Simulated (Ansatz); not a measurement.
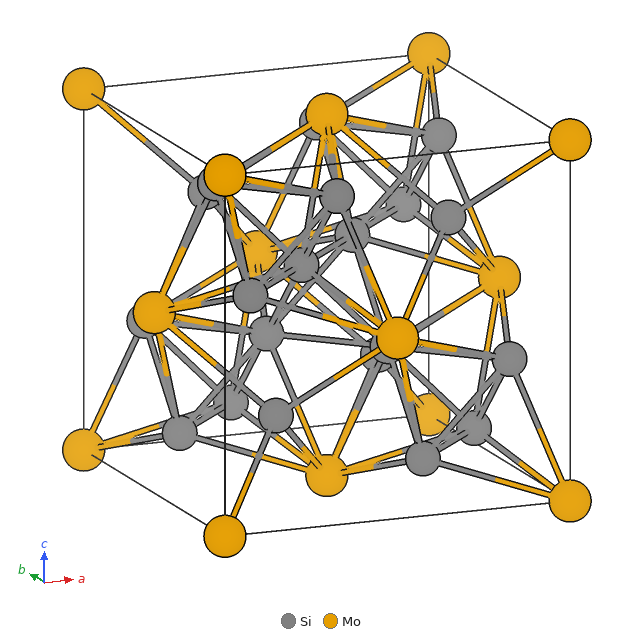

An orthographic ball-and-stick view of the structure, slightly off an axis. The wireframe shows the conventional unit cell. Cell: a = 6.97 Å, b = 6.97 Å, c = 6.97 Å, α = 90.00°, β = 90.00°, γ = 90.00°.

The structure comes from a structure type filled with these elements by a generator (whether the compound takes this form wasn't checked). Earlier steps of the study may have refined or changed the cell and positions. A calculation with Ansatz used it as input.

Q: In words:

A: Chemical formula Si$_{5}$Mo. The atoms follow space group F-43m (No. 216); the Bravais lattice is face-centred cubic. Atoms per cell: 24 (20 Si, 4 Mo). Around each Mo lie 16 Si at about 2.9 to 3.0 Å. Si takes two kinds of site: 4c with four Mo in a tetrahedral arrangement at about 3.0 Å; 16e with six Si and three Mo (about 2.5 Å to Si, 2.9 Å to Mo). The bonds build a three-dimensional framework.

Method used: DFT PBE, scalar-relativistic, plane waves, PAW in Ansatz. It ran with plane waves up to 420 eV, k-points about 0.16 Å⁻¹ apart, Gaussian smearing of 0.1 eV, no spin polarisation.

Q: Is the electronic structure metallic or gapped?

A: A metal: bands cross the Fermi level.

Q: How charged are the atoms, by the Bader scheme?

A: Si -0.12 to -0.05 e; Mo +0.54 e.

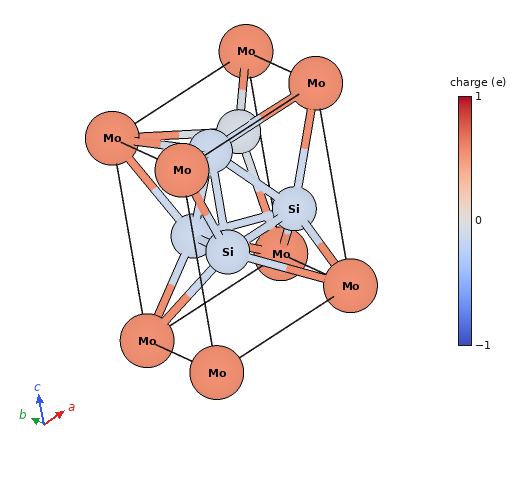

The atoms coloured by those charges. The run's cell of 6 atoms is drawn, so axes and origin can differ from the first picture.

Q: Does the calculation find this structure at rest?

A: Yes. All forces vanish to within 0.01 eV/Å. The pressure is 0.0 GPa, close to zero.
